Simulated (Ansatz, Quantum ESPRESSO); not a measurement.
**KF (Carobbiite): the LO frequency by hand**

Wanted: the LO mode of KF (Carobbiite) from the TO mode and the field response.

Main program and level: Quantum ESPRESSO 7.5; DFT PBE, scalar-relativistic, plane waves, GBRV ultrasoft pseudopotentials.

## (1) Set-up

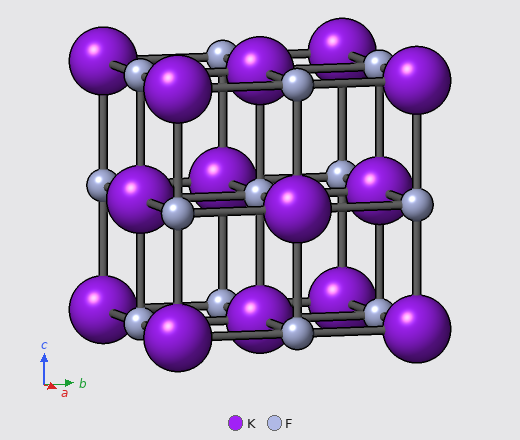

Start, viewed slightly off an axis; potassium purple, fluorine light blue. This picture shows the conventional cell, with its axes. Some periodic images of atoms are drawn too.

Structure file:

```cif
data_structure
_symmetry_space_group_name_H-M 'P 1'
_symmetry_Int_Tables_number 1
_cell_length_a 3.8171
_cell_length_b 3.8171
_cell_length_c 3.8171
_cell_angle_alpha 60.000
_cell_angle_beta 60.000
_cell_angle_gamma 60.000
_cell_volume 39.33
loop_
_atom_site_label
_atom_site_type_symbol
_atom_site_fract_x
_atom_site_fract_y
_atom_site_fract_z
_atom_site_occupancy
K1 K 0.00000 0.00000 0.00000 1
F2 F 0.50000 0.50000 0.50000 1
```

This is the cell after its relaxation at this level of theory, not the database cell from which that began.

## (2) What the response run gave

A linear-response run on the relaxed cell, with the response to an electric field; only its zone-centre results are used. Cutoff 45 Ry, k mesh 8×8×8.

Output:

```text
[banners, grids, parts of the stress and lines that vanish by symmetry left out]
Program PHONON v.7.5
     Reading xml data from directory:

[...]
Exchange-correlation= PBE
                           (   1   4   3   4   0   0   0)
[...]
(   8 q-points):
[...]
kinetic-energy cut-off    =      45.0000  Ry
     charge density cut-off    =     270.0000  Ry
     convergence threshold     =      1.0E-18
[...]
Exchange-correlation= PBE
                           (   1   4   3   4   0   0   0)
[...]
q = (   0.0000000   0.0000000   0.0000000 )
     49 Sym.Ops. (with q -> -q+G )
     G cutoff =  711.6975  (  19795 G-vectors)     FFT grid: ( 40, 40, 40)
     G cutoff =  474.4650  (  10849 G-vectors)  smooth grid: ( 32, 32, 32)
     number of k points=    29
[...]
Mode symmetry, O_h (m-3m)  point group:
[...]
Dielectric constant
[...]
End of electric fields calculation
          Dielectric constant in cartesian axis
          (       1.960803074       0.000000000       0.000000000 )
          (       0.000000000       1.960803074      -0.000000000 )
          (       0.000000000      -0.000000000       1.960803074 )
          Effective charges (d Force / dE) in cartesian axis without acoustic sum rule applied (asr)
           atom    1  K     Mean Z*:        1.12747
      Ex  (        1.12747       -0.00000        0.00000 )
      Ey  (       -0.00000        1.12747       -0.00000 )
      Ez  (       -0.00000       -0.00000        1.12747 )
           atom    2  F     Mean Z*:       -1.13269
      Ex  (       -1.13269        0.00000        0.00000 )
      Ey  (        0.00000       -1.13269        0.00000 )
      Ez  (        0.00000       -0.00000       -1.13269 )
          Effective charges Sum: Mean:       -0.00523
[...]
Effective charges (d Force / dE) in cartesian axis with asr applied:
           atom    1  K     Mean Z*:        1.13008
[...]
atom    2  F     Mean Z*:       -1.13008
[...]
Representation #   1 modes #   1   2   3
[...]
End of self-consistent calculation
     Convergence has been achieved
     Representation #   2 modes #   4   5   6
[...]
End of self-consistent calculation
     Convergence has been achieved
[...]
Dielectric constant in cartesian axis
          (       1.960803074       0.000000000       0.000000000 )
          (       0.000000000       1.960803074      -0.000000000 )
          (       0.000000000      -0.000000000       1.960803074 )
          Effective charges (d Force / dE) in cartesian axis without acoustic sum rule applied (asr)
[...]
Mode symmetry, C_s (m)     point group:
[...]
q = (    0.750000000  -0.250000000   0.750000000 )
[...]
Mode symmetry, C_s (m)     point group:
     freq (   1-   1) =         97.3  [cm-1]   --> A''
     freq (   2-   2) =        124.8  [cm-1]   --> A'
     freq (   3-   3) =        156.8  [cm-1]   --> A'
     freq (   4-   4) =        169.9  [cm-1]   --> A''
     freq (   5-   5) =        178.4  [cm-1]   --> A'
     freq (   6-   6) =        222.1  [cm-1]   --> A'
[...]
Mode symmetry, C_2v (mm2)  point group:
[...]
q = (    0.500000000   0.000000000   0.500000000 )
[...]
Mode symmetry, C_2v (mm2)  point group:
     freq (   1-   1) =        106.0  [cm-1]   --> B_1  D_3  S_3
     freq (   2-   2) =        106.8  [cm-1]   --> B_2  D_4  S_4
     freq (   3-   3) =        155.6  [cm-1]   --> A_1  D_1  S_1
     freq (   4-   4) =        158.9  [cm-1]   --> B_1  D_3  S_3
     freq (   5-   5) =        180.7  [cm-1]   --> B_2  D_4  S_4
     freq (   6-   6) =        243.1  [cm-1]   --> A_1  D_1  S_1
[...]
Mode symmetry, D_4h(4/mmm) point group:
[...]
Convergence has been achieved
[...]
Convergence has been achieved
[...]
Convergence has been achieved
[...]
Convergence has been achieved
[...]
q = (    0.000000000  -1.000000000   0.000000000 )
[...]
freq (    5) =       5.350567 [THz] =     178.475691 [cm-1]
     freq (    6) =       5.892427 [THz] =     196.550222 [cm-1]
[...]
Mode symmetry, D_4h(4/mmm) point group:
     freq (   1-   2) =         90.4  [cm-1]   --> E_u  X_5' M_5'
     freq (   3-   3) =        165.1  [cm-1]   --> A_2u X_4' M_4'
     freq (   4-   5) =        178.5  [cm-1]   --> E_u  X_5' M_5'
     freq (   6-   6) =        196.6  [cm-1]   --> A_2u X_4' M_4'
[...]
Mode symmetry, D_2d (-42m) point group:
[...]
Representation #   1 mode #   1
[...]
Convergence has been achieved
     Representation #   2 mode #   2
[...]
Convergence has been achieved
     Representation #   3 modes #   3   4
[...]
End of self-consistent calculation
     Convergence has been achieved
     Representation #   4 modes #   5   6
[...]
End of self-consistent calculation
     Convergence has been achieved
[...]
q = (   -0.500000000  -1.000000000   0.000000000 )
[...]
freq (    1) =       3.895446 [THz] =     129.938085 [cm-1]
     freq (    2) =       4.062233 [THz] =     135.501497 [cm-1]
     freq (    3) =       4.062233 [THz] =     135.501497 [cm-1]
     freq (    4) =       5.527806 [THz] =     184.387766 [cm-1]
     freq (    5) =       5.590446 [THz] =     186.477209 [cm-1]
     freq (    6) =       5.590446 [THz] =     186.477209 [cm-1]
[...]
Mode symmetry, D_2d (-42m) point group:
     freq (   1-   1) =        129.9  [cm-1]   --> B_2  X_3  W_2
     freq (   2-   3) =        135.5  [cm-1]   --> E    X_5  W_3
     freq (   4-   4) =        184.4  [cm-1]   --> A_1  X_1  W_1
     freq (   5-   6) =        186.5  [cm-1]   --> E    X_5  W_3

   JOB DONE.
```

```
                       quantity   value
             cell volume Ω (Å³)  39.326
                  mass of K (u)  39.098
                  mass of F (u)  18.998
      Born charge of K, raw (e)   1.127
      Born charge of F, raw (e)  -1.133
                             ε∞   1.961
ω(TO) after the sum rule (cm⁻¹)   170.4
```

## (3) The calculation

The charges must sum to zero over the cell; taking off their mean, -0.003 e, leaves Z* = 1.130 e on K. In the polar mode K moves against F, so the reduced mass is μ = 39.10 × 19.00 / 58.10 = 12.786 u.

A longitudinal wave builds up a field that adds to the restoring force: ω(LO)² = ω(TO)² + 4π Z*² / (μ Ω ε∞), in Hartree atomic units. With μ = 23307 electron masses and Ω = 265.39 bohr³ the second term is 1.3233e-06 Ha², or 63741 cm⁻² (1 Ha = 219474.6 cm⁻¹).

So ω(LO) = √(29050 + 63741) = 304.6 cm⁻¹, and by the Lyddane-Sachs-Teller relation ε₀ = ε∞ (ω(LO)/ω(TO))² = 6.26.

## (4) Check against the program

The analysis program adds the same non-analytic term to the full matrix, here for q along (1 0 0).

Output:

```text
[banner, memory and clock lines left out]
Program DYNMAT v.7.5

     Reading Dynamical Matrix from file x.dyn1
     ...Force constants read
     ...epsilon and Z* read

     Polarizability (A^3 units)
     multiply by 0.757422 for Clausius-Mossotti correction
         3.006803    0.000000    0.000000
         0.000000    3.006803   -0.000000
         0.000000   -0.000000    3.006803

     IR activities are in (D/A)^2/amu units

# mode   [cm-1]    [THz]      IR
    1     -0.00   -0.0000    0.0000
    2      0.00    0.0000    0.0000
    3      0.00    0.0000    0.0000
    4    170.44    5.1095    2.3044
    5    170.44    5.1095    2.3044
    6    304.61    9.1320    2.3044
```

ε₀ comes from the program's run without a direction of q.

```
    quantity  by hand  program
ω(LO) (cm⁻¹)    304.6    304.6
          ε₀     6.26     6.26
```

## (5) What came out

| Property | Result |
| --- | --- |
| TO mode | 170.4 cm⁻¹ |
| LO mode | 304.6 cm⁻¹ |
| static dielectric constant | 6.263 |

What this shows: The LO mode of KF (Carobbiite) lies at 305 cm⁻¹, 134 cm⁻¹ above the TO mode; the formula meets the program within 0.1 cm⁻¹, as it must for a cubic crystal with one polar mode. ω(LO)² − ω(TO)² goes with Z*²/ε∞: an error of 5 % in ε∞ would move the LO mode by 5.0 cm⁻¹, and semilocal functionals tend to overestimate ε∞. These are harmonic values at zero temperature, at the volume of this functional, for the structure held cubic; stability elsewhere in the zone is no part of this calculation.

[Host names and launcher messages were left out of these logs when they were recorded.]

[Logs are printed without paths, hosts, clocks, repeated set-up lines and the standing remarks that a program may print on its own settings, such as how far it seeks lower states.]

[Hosts, paths, dates, database ids (printed as entryN), source tags and the programs' standing remarks are cut or masked in the printed files.]
